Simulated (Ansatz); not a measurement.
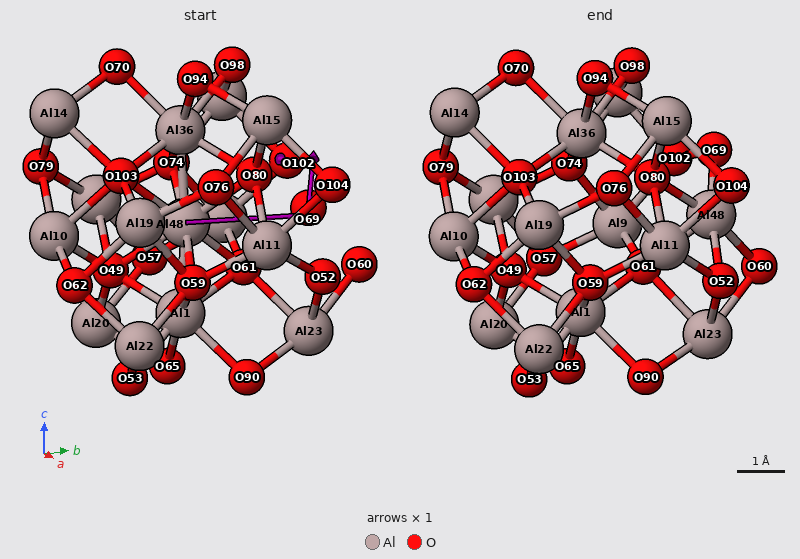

The structure of a defect cell of composition Al$_{48}$O$_{73}$ before (left) and after (right) a relaxation, at one scale. The purple arrows give the displacements, at their true length.

The picture is a ball-and-stick view of the atoms within 4.2 Å of the atom that moves most (axes of the cell of the calculation (origin shifted)), seen slightly off an axis.

These are results of DFT, PBEsol, PAW, plane waves in Ansatz, not measurements. Settings: plane-wave cutoff 420 eV; k-point mesh 1 × 1 × 1; mesh shifted by (0.25, 0.25, 0.25); no spin polarisation; atoms relaxed in a fixed cell; force threshold 0.03 eV/Å; at most 80 steps.

> Describe what moved and what it gained.

An Al atom moves most: 2.70 Å roughly along [1 2 0]. Largest moves by element: Al 2.70 Å, O 1.49 Å. The lattice vectors keep their values. Near-neighbour distances that change, for instance: Al–O 2.027 → 4.493 Å, Al–O 2.045 → 4.402 Å, Al–O 4.135 → 1.979 Å, Al–Al 1.938 → 3.471 Å. New bonds form, among them: Al–O (2.69 → 1.74 Å), Al–O (3.23 → 1.82 Å), Al–O (4.13 → 1.98 Å), O–O (1.87 → 1.42 Å). Bonds break, among them: Al–O (1.99 → 3.44 Å), Al–O (2.00 → 3.47 Å), Al–O (2.03 → 4.49 Å), Al–O (2.04 → 4.40 Å). Bond angles that change, for instance: Al–O–Al 60.5° → 127.3°, Al–O–Al 61.4° → 124.4°, Al–O–Al 134.3° → 81.1°. After 25 geometry steps the energy has fallen by 21.168 eV per cell of the calculation. Largest force component: 12 eV/Å at the start, 0.013 eV/Å at the end.
